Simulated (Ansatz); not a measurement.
**Run report: Al12O, single-point calculation (part 4 of 4)**

Al12O (slab, 13 atoms in the cell); DFT PBE, scalar-relativistic, plane waves, PAW, spin-polarised (Ansatz 0.2.0); cutoff 420 eV, 5×5×1 k-mesh, Gaussian smearing of 0.1 eV, collinear spins. The structure derives from an entry of the Crystallography Open Database.

Geometry of the input (Å; fractional positions):
```
5.7143  0.0000  0.0000
0.0000  5.7143  0.0000
0.0000  0.0000  21.1750
Al 0.2500  0.2500  0.1889
Al 0.2500  0.7500  0.1889
Al 0.7500  0.2500  0.1889
Al 0.7500  0.7500  0.1889
Al 0.0000  0.0000  0.2874
Al 0.0000  0.5000  0.2874
Al 0.5000  0.0000  0.2874
Al 0.5000  0.5000  0.2874
Al 0.2500  0.2500  0.3861
Al 0.2500  0.7500  0.3861
Al 0.7500  0.2500  0.3861
Al 0.7500  0.7500  0.3861
O  0.3333  0.3333  0.5575
```

## Output, continued
```
--- Per-component energies (eV) ---
  E_band       = -241.059186
  E_kinetic    = 414.802015
  E_local      = -6509.204870  (includes V_loc(G=0)·N_el)
  E_nonlocal   = 176.954709
  E_hartree    = 3088.688157
  E_xc         = -533.902533
  E_vxc        = -418.902740  (∫ρ·V_xc dr)
  E_paw        = -5764.196981  (= ΣΔE_a)
  E_vpaw       = -77.986061  (= ΣTr[D̂ρ^β])
  E_aug_tail   = 0.002214  (compensation charges beyond the density's cutoff)
  E_efield     = 0.018584  (sawtooth field / dipole correction)
  E_vefield    = -4.100684  (∫n·V_field dr)
  E_ewald      = 2118.350634
  E_smearing   = -0.029949  (= −TS)
  E_closure    = 0.000000  (closes the sum)
  Σ components = -7008.518020   (vs F -7008.518020, Δ=0.00e0)
--- Forces (eV/Å), atoms counted from 1 ---
  atom   1  Al     0.00370961     0.00370961     0.03135792
  atom   2  Al    -0.00259763    -0.00408117     0.02883038
  atom   3  Al    -0.00408117    -0.00259763     0.02883038
  atom   4  Al     0.00223293     0.00223293     0.00894053
  atom   5  Al    -0.00411629    -0.00411629    -0.00159008
  atom   6  Al     0.00428114     0.00510606     0.00202965
  atom   7  Al     0.00510606     0.00428114     0.00202965
  atom   8  Al    -0.00239861    -0.00239861     0.00955327
  atom   9  Al     0.00876624     0.00876624     0.15342676
  atom  10  Al    -0.00297484    -0.00147855     0.02595084
  atom  11  Al    -0.00147855    -0.00297484     0.02595084
  atom  12  Al     0.00550073     0.00550073     0.01428307
  atom  13  O     -0.01195276    -0.01195276    -0.32959598
  max |Σ_I F_I| component: 3.15e-6 eV/Å
--- Band table (eV; the first three rows and the last of 18) ---
  k-point 0 ↑: bands = ["-19.2268", "-11.5752", "-9.4651", "-7.1872", "-7.1841", "-7.0764", "-7.0756", "-6.2423", "-5.1746", "-5.1738", "-5.0717", "-4.9755", "-4.9695", "-4.7316", "-3.4163", "-3.4163", "-3.1754", "-3.1028", "-2.2517", "-2.2302", "-2.2024", "-1.8601", "-1.4760", "-1.4688", "-1.4660", "-1.4657", "0.0161", "0.0813", "0.5411", "0.5653", "0.7064", "1.5261", "1.5265", "1.6682", "1.6803"]
  k-point 1 ↑: bands = ["-19.2268", "-11.3949", "-9.2867", "-8.7161", "-7.0119", "-6.9009", "-6.6391", "-6.0660", "-5.2179", "-5.0740", "-4.9962", "-4.8104", "-4.7314", "-4.4676", "-4.3707", "-3.4496", "-3.1886", "-3.1050", "-3.0035", "-2.4332", "-2.3813", "-2.0699", "-1.3077", "-0.8235", "-0.5812", "-0.4921", "0.0335", "0.4300", "0.7198", "0.8630", "0.9242", "1.2783", "1.3038", "1.8373", "2.2685"]
  k-point 2 ↑: bands = ["-19.2267", "-10.8551", "-9.9599", "-8.7528", "-7.8677", "-6.4927", "-6.3786", "-5.6355", "-5.5415", "-5.5206", "-5.0757", "-4.7948", "-4.5948", "-4.4527", "-4.3081", "-3.5917", "-3.4877", "-3.1116", "-2.9937", "-2.5098", "-1.7347", "-1.5599", "-0.8940", "-0.8204", "-0.7206", "-0.4952", "-0.0396", "1.2177", "1.3349", "1.4131", "1.5183", "1.5360", "1.8964", "2.0345", "2.3112"]
  k-point 8 ↓: bands = ["-16.1269", "-10.1327", "-9.2420", "-9.2419", "-8.3571", "-8.0366", "-7.1561", "-7.1553", "-6.2807", "-4.8200", "-3.9550", "-3.9493", "-3.0927", "-2.3746", "-2.3744", "-2.0835", "-2.0340", "-1.9141", "-1.4513", "-1.0469", "-1.0198", "-0.9422", "-0.6338", "-0.4194", "-0.3115", "-0.3095", "-0.1886", "-0.1338", "0.9926", "1.3017", "1.3035", "1.5225", "1.5463", "2.2189", "2.5363"]
--- Löwdin populations: 13 sites ---
  site symbol       q [e]    m [muB]
     0     Al      2.9598     0.0006
     1     Al      2.9558     0.0163
     2     Al      2.9558     0.0163
     3     Al      2.9619     0.0065
     4     Al      2.9487     0.0035
     5     Al      2.9483     0.0044
     6     Al      2.9483     0.0044
     7     Al      2.9483     0.0027
     8     Al      2.9105    -0.0073
     9     Al      2.9082     0.0053
    10     Al      2.9082     0.0053
    11     Al      2.9120     0.0031
    12      O      6.1717     1.8012
  spilling = 0.013397 (of n_electrons = 42.000000)
```

## File populations.tsv
```
# site	symbol	l	j	q_up	q_dn
# orbitals = lowdin
# n_electrons = 42.000000
# spilling = 0.013397
0	Al	0_3S	-	0.556130	0.556778
0	Al	1_3P	-	0.924029	0.922820
1	Al	0_3S	-	0.557239	0.554916
1	Al	1_3P	-	0.928794	0.914817
2	Al	0_3S	-	0.557239	0.554916
2	Al	1_3P	-	0.928794	0.914817
3	Al	0_3S	-	0.556515	0.555489
3	Al	1_3P	-	0.927676	0.922182
4	Al	0_3S	-	0.455765	0.456623
4	Al	1_3P	-	1.020353	1.015962
5	Al	0_3S	-	0.456272	0.455946
5	Al	1_3P	-	1.020081	1.016006
6	Al	0_3S	-	0.456272	0.455946
6	Al	1_3P	-	1.020081	1.016006
7	Al	0_3S	-	0.455922	0.455593
7	Al	1_3P	-	1.019577	1.017217
8	Al	0_3S	-	0.556040	0.546847
8	Al	1_3P	-	0.895567	0.912095
9	Al	0_3S	-	0.557742	0.556143
9	Al	1_3P	-	0.898985	0.895295
10	Al	0_3S	-	0.557742	0.556143
10	Al	1_3P	-	0.898985	0.895295
11	Al	0_3S	-	0.557748	0.556176
11	Al	1_3P	-	0.899819	0.898265
12	O	0_2S	-	0.997573	0.996363
12	O	1_2P	-	2.988851	1.188896
```

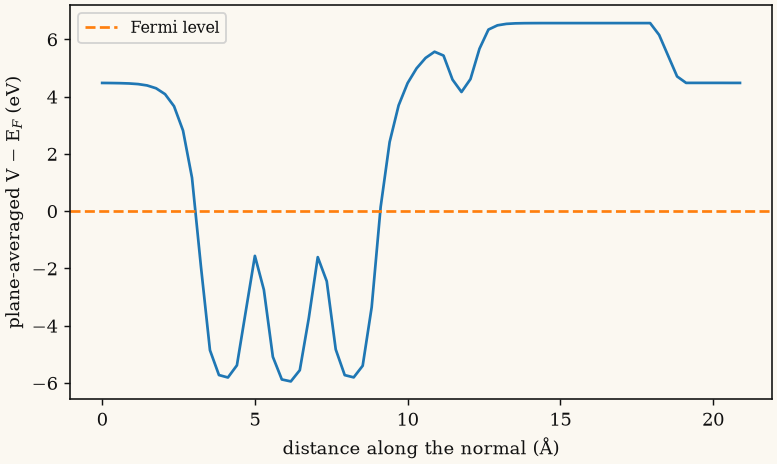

*Plane average of the electrostatic potential energy of an electron across the cell, from the Fermi level.*

The vacuum level lies 6.57 eV above the Fermi level on the upper side and 4.48 eV on the lower.

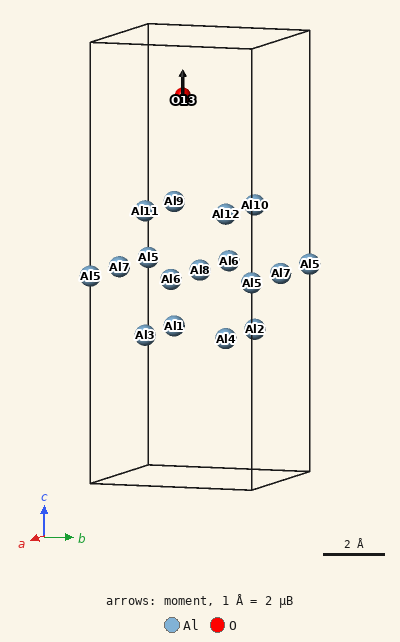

*Magnetic moments of the sites as black arrows (ball-and-stick view of the cell of the calculation, with the vacuum cut short, seen slightly off an axis; atoms are numbered from 1 in the order of the input); small moments hardly show. The run is collinear, so the axis drawn is arbitrary.*

Site moments: O13 (1.77 μB). They are counted near the atoms and needn't add up to the moment of the cell.

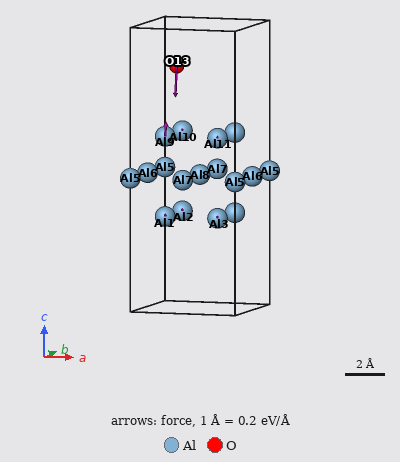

*Forces on the atoms as pink arrows (ball-and-stick view of the cell of the calculation, with the vacuum cut short, seen slightly off an axis; atoms are numbered from 1 in the order of the input); the smallest are left out.*

The largest act on O13 (0.33 eV/Å); Al9 (0.15 eV/Å). The geometry is not a stationary point of this energy.

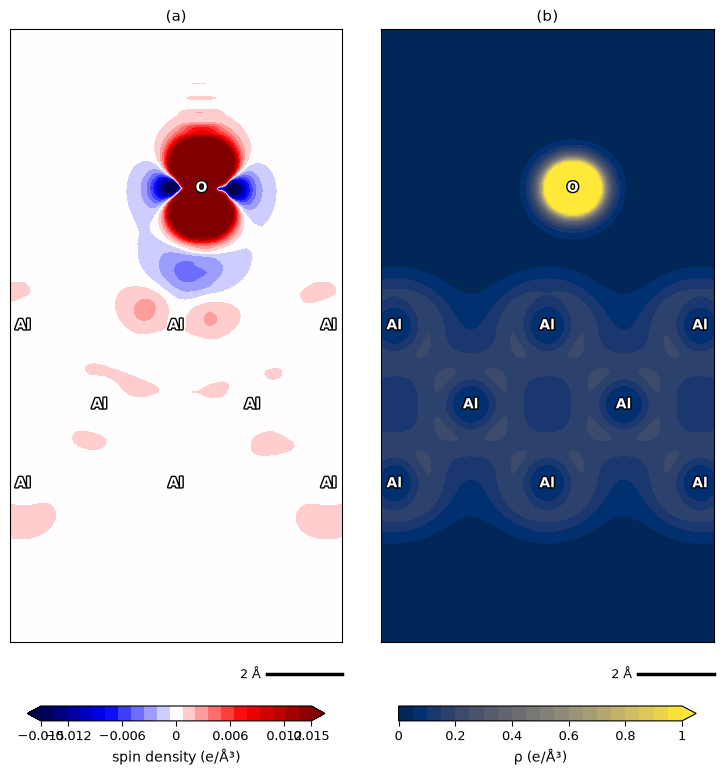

*(a) magnetisation density (up minus down); (b) valence pseudo-density on the (11̄0) plane of the calculation cell, a cut from vacuum to vacuum.*

Atoms in the plane: Al and O. Al–O (3.69 Å): ρ is about 0.03 e/Å³ halfway. Al–Al (2.90 Å): ρ is about 0.19 e/Å³ halfway. The density dies away to nearly zero in the vacuum. The spin density sits on O: +1.8 μB in one cell of 13 atoms: a single local moment. The cell of the calculation (13 atoms) carries 1.9 μB net. The fields are those of the smooth PAW valence density.

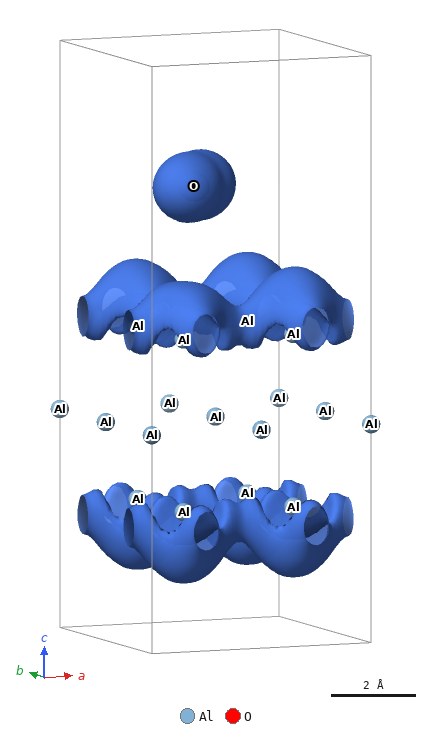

*Isosurface of the ELF at 0.7 (blue), seen slightly off an axis. Core shells and regions of very low density are left out. Sticks mark near contacts.*

Counts are for one cell; the picture repeats the cell along the surface. Profiles from the grid: Al–Al (2.86 Å): the ELF is about 0.75 at the midpoint (no localised pair between them).
